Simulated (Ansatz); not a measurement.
**Single-point calculation, with input and output: La₂O₃ (charge +4)**

La₂O₃ (5 atoms in the cell, total charge +4), computed with DFT, PBE, plane waves, PAW, spin-orbit coupling (Ansatz 0.2.0).

The structure derives from an entry of the Crystallography Open Database. Some settings of this run were made unusual or wrong on purpose.

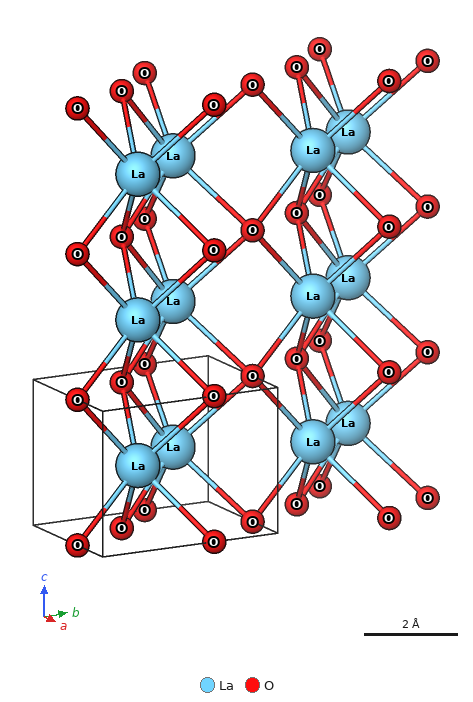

The input geometry (ball-and-stick view of the cell of the calculation, repeated 1 × 2 × 3, seen slightly off an axis).

Outcome:

- outcome: converged
- space group (tolerance 0.01 Å): P-62m (189)
- electrons treated: 36
- free energy: −14251.9051 eV
- Fermi energy: 6.735 eV
- net moment of the cell: 0.00 μB
- integrated absolute moment: 0.00 μB
- pressure: 70.05 GPa
- largest force (length of the vector): 0.931 eV/Å
- hardware: 8 threads of Arm Neoverse V2, 24 GiB of memory available, shared host
- wall time: 8.8 s (CPU time 67 s)
- peak memory: 1.3 GiB

What went wrong:

The input was spoiled on purpose: a charge that the system can't hold (`total_charge`). The cell cannot bind or give up so many electrons; the background charge dominates. The program still converged, but the numbers can't be taken as results for the intended system.

Input:
```yaml
crystal:
  lattice:
    - [5.453513261049, 2.886756013263e-11, 0.0]
    - [-2.72675663055, 4.72288102393, 0.0]
    - [0.0, 0.0, 3.1782172957]
  atoms:
    - { symbol: La, position: [0.3333333333333, 0.6666666666667, 0.4997022647] }
    - { symbol: La, position: [0.6666666666667, 0.3333333333333, 0.5002977353] }
    - { symbol: O, position: [0.3624504473, 0.3624504473, 0.0] }
    - { symbol: O, position: [0.6375495527, 0.0, 0.0] }
    - { symbol: O, position: [0.0, 0.6375495527, 0.0] }
basis:
  ecutwfc: 420
  ecutrho_ratio: 4
kpoints:
  mp_grid: { grid: [6, 6, 8] }
hamiltonian:
  xc: pbe
scf:
  occupations: { method: gaussian, width: 0.05 }
  max_iter: 80
output:
  forces: true
  stress: true
magnetization:
  noncollinear: true
  spin_orbit: true
total_charge: 4
```

Run as:
```bash
ansatz run input.yaml --threads 8 --pin off --max-ram 15360MiB --backend cpu --events-out ev --progress --plain --runs-dir out
```

The program's output:
```
Engine: ansatz 0.2.0, aarch64-unknown-linux-gnu
Pseudopotentials: kind: paw_fr
Pseudopotential: La, paw_fr, valence charge 11, recommended cutoff 420 eV (normal), La.paw.azcp#standard-fr
Pseudopotential: O, paw_fr, valence charge 6, recommended cutoff 420 eV (normal), O.paw.azcp#standard-fr
Functional definition: PBE
  parameter kappa = 0.804
  parameter beta = 0.06672455060314922
  exchange = pbe_x(kappa = kappa, mu = beta*pi^2/3)
  correlation = pbe_c(beta = beta)
non-collinear run that drives no moment, with spin-orbit: no starting moment large enough to seed its density (crystal.atoms[].spin), no starting occupations that ask for one, no magnetisation constraint and no magnetic field, so the semilocal B_xc is pinned to zero
Crystal: 5 atoms, lattice volume = 81.859 Å³
Basis set: ecut = 420 eV, 1589 PW (Γ), exchange–correlation on 80×80×48 points (8 copies of the dense FFT grid, shifted against one another)
Bands: 46, of which v1, the nominal top of the filled ones, is band 36 counted from 1 (35 counted from 0)
Symmetry: 6 space group operations + 6 with time reversal
Magnetic group: BNS 150.26 (UNI 1256), of the structure as read, at distance tolerance 4.3e-5 Å
k-points: 44 of 288 (time reversal used)
Projection manifold: j_resolved (fully-relativistic pseudo-atomic orbitals)
Non-local potential: La, projectors of the file, l = 0: 3, l = 1: 4, l = 2: 4, l = 3: 6
Non-local potential: O, projectors of the file, l = 0: 2, l = 1: 4, l = 2: 2
PAW form: soft (Blöchl's): semilocal exchange-correlation on the pseudo side does not see the compensation charge
PAW one-centre angular grid: La, 590 points (default); XC on 64 Gauss nodes
PAW one-centre angular grid: O, 110 points (default); XC on 64 Gauss nodes
Initial density: superposition of atomic densities (chi_scale 0.1, normalization cell, long waves kept (reshape's long-wave potential 0.01 eV rms))
Initial wavefunctions: pseudopotential atomic-orbital guess
Functional: x = pbe(κ = 0.804, μ = 0.2195149727645171), c = pbe(β = 0.06672455060314922)
SCF iter   1: F=—  HF=-14258.792510 eV  |F-HF|=—  |Δ(HF+E_count)|=         —  Δρ=1.46e-1  dr2=1.82e1  dr2_m=0.00e0 (ungated)  ethr=3.10e-3  |M|=0.00e0 ∫|m|=0.00e0 μB  |m|>n=0.0e0 m-floor=0.0e0 τ_xc=0.0e0  β_m=0.30  ⟨swp⟩=6.5  Hψ=13282  notcnv=0  defer=4
preconditioner: auto → Kerker (q_TF=auto, 2.379 Å⁻¹)  [metal: Δε(μ)=0.019 eV  Ē_g=10.675 eV  σ=0.050 eV  W_gap=0.21  n_scr=14 (ndim 8)  ℏωp=23.2 eV  f_vac=0.000  D(μ)=5.31/eV (n_scr^D=56)]
spin=Noncollinear: Kerker preconditioning applied to the charge; magnetization (m_x, m_y, m_z) channels mix plain (no charge-response kernel on spin).
SCF iter   2: F=—  HF=-14255.914880 eV  |F-HF|=—  |Δ(HF+E_count)|=    2.88e0  Δρ=8.88e-2  dr2=1.05e1  dr2_m=0.00e0 (ungated)  ethr=3.10e-3  |M|=0.00e0 ∫|m|=0.00e0 μB  |m|>n=0.0e0 m-floor=0.0e0 τ_xc=0.0e0  β_m=0.62  ⟨swp⟩=4.9  Hψ=4892  notcnv=0  defer=138
SCF iter   3: F=—  HF=-14252.473990 eV  |F-HF|=—  |Δ(HF+E_count)|=    3.44e0  Δρ=4.58e-2  dr2=1.95e0  dr2_m=0.00e0 (ungated)  ethr=3.10e-3  |M|=0.00e0 ∫|m|=0.00e0 μB  |m|>n=0.0e0 m-floor=0.0e0 τ_xc=0.0e0  β_m=0.81  ⟨swp⟩=6.8  Hψ=5473  notcnv=0  defer=136
SCF iter   4: F=—  HF=-14252.016904 eV  |F-HF|=—  |Δ(HF+E_count)|=   4.57e-1  Δρ=5.26e-2  dr2=9.36e-1  dr2_m=0.00e0 (ungated)  ethr=3.10e-3  |M|=0.00e0 ∫|m|=0.00e0 μB  |m|>n=0.0e0 m-floor=0.0e0 τ_xc=0.0e0  β_m=0.69  ⟨swp⟩=3.8  Hψ=4302  notcnv=0  defer=162
SCF iter   5: F=—  HF=-14251.853284 eV  |F-HF|=—  |Δ(HF+E_count)|=   1.64e-1  Δρ=1.73e-2  dr2=2.03e-1  dr2_m=0.00e0 (ungated)  ethr=2.60e-3  |M|=0.00e0 ∫|m|=0.00e0 μB  |m|>n=0.0e0 m-floor=0.0e0 τ_xc=0.0e0  β_m=0.85  ⟨swp⟩=2.0  Hψ=2160  notcnv=0  defer=164
SCF iter   6: F=—  HF=-14251.885860 eV  |F-HF|=—  |Δ(HF+E_count)|=   3.26e-2  Δρ=1.20e-2  dr2=4.13e-2  dr2_m=0.00e0 (ungated)  ethr=5.64e-4  |M|=0.00e0 ∫|m|=0.00e0 μB  |m|>n=0.0e0 m-floor=0.0e0 τ_xc=0.0e0  β_m=0.79  ⟨swp⟩=3.6  Hψ=3530  notcnv=0  defer=166
SCF iter   7: F=—  HF=-14251.897574 eV  |F-HF|=—  |Δ(HF+E_count)|=   1.17e-2  Δρ=5.37e-3  dr2=8.77e-3  dr2_m=0.00e0 (ungated)  ethr=1.15e-4  |M|=0.00e0 ∫|m|=0.00e0 μB  |m|>n=0.0e0 m-floor=0.0e0 τ_xc=0.0e0  β_m=0.90  ⟨swp⟩=2.6  Hψ=2889  notcnv=0  defer=168
SCF iter   8: F=—  HF=-14251.904128 eV  |F-HF|=—  |Δ(HF+E_count)|=   6.55e-3  Δρ=1.40e-3  dr2=8.64e-4  dr2_m=0.00e0 (ungated)  ethr=2.44e-5  |M|=0.00e0 ∫|m|=0.00e0 μB  |m|>n=0.0e0 m-floor=0.0e0 τ_xc=0.0e0  β_m=0.95  ⟨swp⟩=2.1  Hψ=2758  notcnv=0  defer=168
SCF iter   9: F=—  HF=-14251.904976 eV  |F-HF|=—  |Δ(HF+E_count)|=   8.49e-4  Δρ=3.25e-4  dr2=6.48e-5  dr2_m=0.00e0 (ungated)  ethr=2.40e-6  |M|=0.00e0 ∫|m|=0.00e0 μB  |m|>n=0.0e0 m-floor=0.0e0 τ_xc=0.0e0  β_m=0.97  ⟨swp⟩=2.7  Hψ=3705  notcnv=0  defer=168
SCF iter  10: F=—  HF=-14251.905090 eV  |F-HF|=—  |Δ(HF+E_count)|=   1.14e-4  Δρ=9.15e-5  dr2=3.26e-6  dr2_m=0.00e0 (ungated)  ethr=1.80e-7  |M|=0.00e0 ∫|m|=0.00e0 μB  |m|>n=0.0e0 m-floor=0.0e0 τ_xc=0.0e0  β_m=0.96  ⟨swp⟩=2.7  Hψ=3489  notcnv=0  defer=168
SCF iter  11: F=—  HF=-14251.905094 eV  |F-HF|=—  |Δ(HF+E_count)|=   4.19e-6  Δρ=1.79e-5  dr2=2.40e-7  dr2_m=0.00e0 (ungated)  ethr=9.05e-9  |M|=0.00e0 ∫|m|=0.00e0 μB  |m|>n=0.0e0 m-floor=0.0e0 τ_xc=0.0e0  β_m=0.98  ⟨swp⟩=2.5  Hψ=3330  notcnv=0  defer=168
SCF iter  12: F=-14251.905095 eV  HF=-14251.905095 eV  |F-HF|=4.19e-9  |Δ(HF+E_count)|=   3.55e-7  Δρ=3.74e-6  dr2=1.40e-8  dr2_m=0.00e0 (ungated)  ethr=2.78e-10  |M|=0.00e0 ∫|m|=0.00e0 μB  |m|>n=0.0e0 m-floor=0.0e0 τ_xc=0.0e0  ⟨swp⟩=5.0  Hψ=7585  notcnv=0
SCF 1 converged in 12 iterations: F = -14251.905095 eV  dr2 = 1.40e-8
  greatest PAW one-centre occupation: 0.972 electrons in one spin orbital (limit 2), on the La atom at site 1 (counted from 0), in its partial waves of l = 0
```

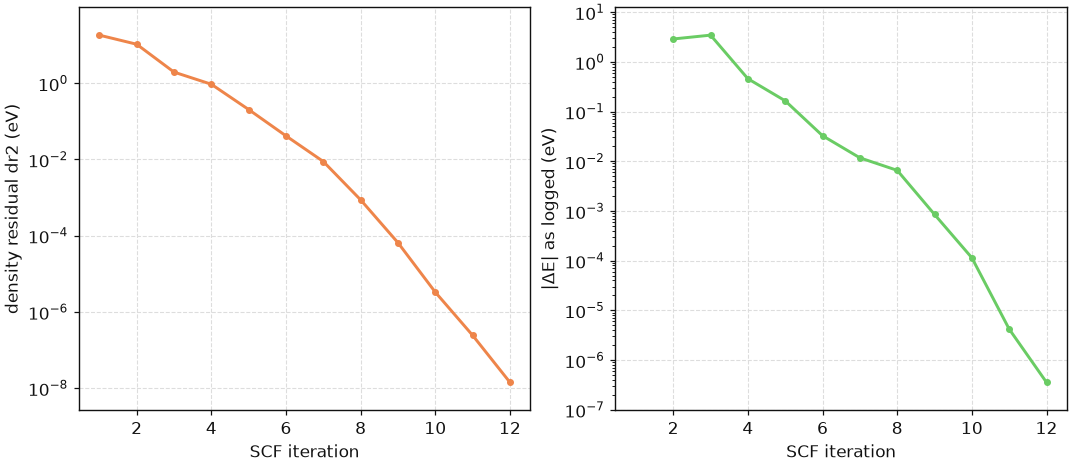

Convergence of the self-consistent field: density residual dr2 and size of the energy change against the SCF iteration. The residual falls at every step.

```
SCF converged after 12 iterations
Magnetization: |M| = 0.0000 μB,  M = (+0.0000, +0.0000, +0.0000) μB
Absolute magnetization: 0.0000 μB (∫|m|)
  site 0: m = (+0.0000, +0.0000, +0.0000) μB, |m| = 0.0000 μB  (R = 0.97 Å)
  site 1: m = (+0.0000, +0.0000, +0.0000) μB, |m| = 0.0000 μB  (R = 0.97 Å)
  site 2: m = (+0.0000, +0.0000, +0.0000) μB, |m| = 0.0000 μB  (R = 0.97 Å)
  site 3: m = (+0.0000, +0.0000, +0.0000) μB, |m| = 0.0000 μB  (R = 0.97 Å)
  site 4: m = (+0.0000, +0.0000, +0.0000) μB, |m| = 0.0000 μB  (R = 0.97 Å)
Free energy (F): -14251.905095 eV
Harris-Foulkes:  -14251.905095 eV  (|F-HF|=4.19e-9)
Internal energy: -14251.893651 eV  (E = F + TS)
E sigma→0 (E₀):  -14251.899373 eV
Entropy (-TS):   -0.011444 eV (-2.289 meV/atom)
Fermi energy:    6.735164 eV
--- Per-component energies (eV) ---
  E_band       = -109.878818
  E_kinetic    = 851.571251
  E_local      = -1829.350762  (includes V_loc(G=0)·N_el)
  E_nonlocal   = 325.888120
  E_hartree    = 647.821192
  E_xc         = -464.187607
  E_vxc        = -530.777187  (∫ρ·V_xc dr)
  E_paw        = -11306.591391  (= ΣΔE_a)
  E_vpaw       = -222.857438  (= ΣTr[D̂ρ^β])
  E_aug_tail   = 0.006629  (compensation charges beyond the density's cutoff)
  E_ewald      = -2477.051084
  E_smearing   = -0.011444  (= −TS)
  E_closure    = 0.000000  (closes the sum)
  E_deformation_potential = 82.354181  (in the stress; not in F)
  Σ components = -14251.905095   (vs F -14251.905095, Δ=0.00e0)
--- Forces (eV/Å), atoms counted from 1 ---
  atom   1  La    -0.00000000     0.00000000     0.00515192
  atom   2  La     0.00000000     0.00000000    -0.00515192
  atom   3  O     -0.46546867    -0.80621538     0.00000000
  atom   4  O      0.93093734     0.00000000     0.00000000
  atom   5  O     -0.46546867     0.80621538     0.00000000
  max |Σ_I F_I| component: 1.11e-16 eV/Å
--- Stress (GPa, compression-positive) ---
       63.485172       0.000000      -0.000000
        0.000000      63.485172      -0.000000
       -0.000000      -0.000000      83.170332
  P = ⅓ Tr σ = 70.0469 GPa (700.469 kbar)
```
